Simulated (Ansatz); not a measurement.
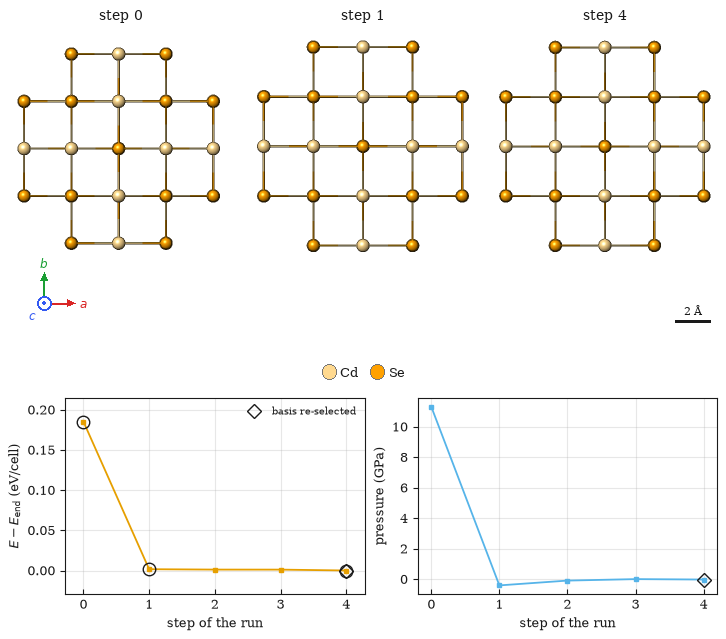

Frames of a relaxation of crystalline CdSe (built on the rocksalt type), marked on the history of the run. The picture is a ball-and-stick view of the conventional cell (4 times the calculation's cell), seen along the c axis. Lengths and directions refer to the drawn axes.

Theory: Ansatz 0.2.0, DFT, PBE, plane waves, PAW. (plane-wave cutoff 420 eV; k-point mesh 8 × 8 × 8; occupations fermi dirac; smearing width 0.02 eV; no spin polarisation; cell and atoms relaxed; force threshold 0.005 eV/Å)

> What happens along the run?

The energy falls by 0.185 eV per cell of the calculation in 3 accepted moves (4 points after the start). All forces vanish by symmetry, so only the cell relaxes. The pressure goes from 11.31 to −0.03 GPa. The SCF was repeated once at an unchanged geometry on a basis and grid sized afresh for the cell, which shifted the energy by 1.1 meV per cell of the calculation at most. No atom moves by more than 0.005 Å relative to the cell. The drawn cell changes as follows: a = b = c 5.484 → 5.738 Å (+4.6 %); the volume changes by +14.5 %. Some distances before and after: Cd–Se 2.742 → 2.869 Å. The space group stays Fm-3m (No. 225). Cost: 4 s on 2 threads of Arm Neoverse V1, on a shared host, peak memory 0.33 GiB. From step 0 to 1: volume +15.3 %, energy −0.184 eV per cell of the calculation. From step 1 to 4: volume −0.7 %, energy −1.6 meV per cell of the calculation.

```
step  E − E(0), meV/atom  pressure, GPa  volume, Å³/atom                      note
   0                0.00          11.31           20.615                          
   1              -91.82          -0.41           23.780                          
   2              -92.05          -0.10           23.653                          
   3              -92.07           0.00           23.615                          
   4              -92.62          -0.03           23.615  same geometry, new basis
```
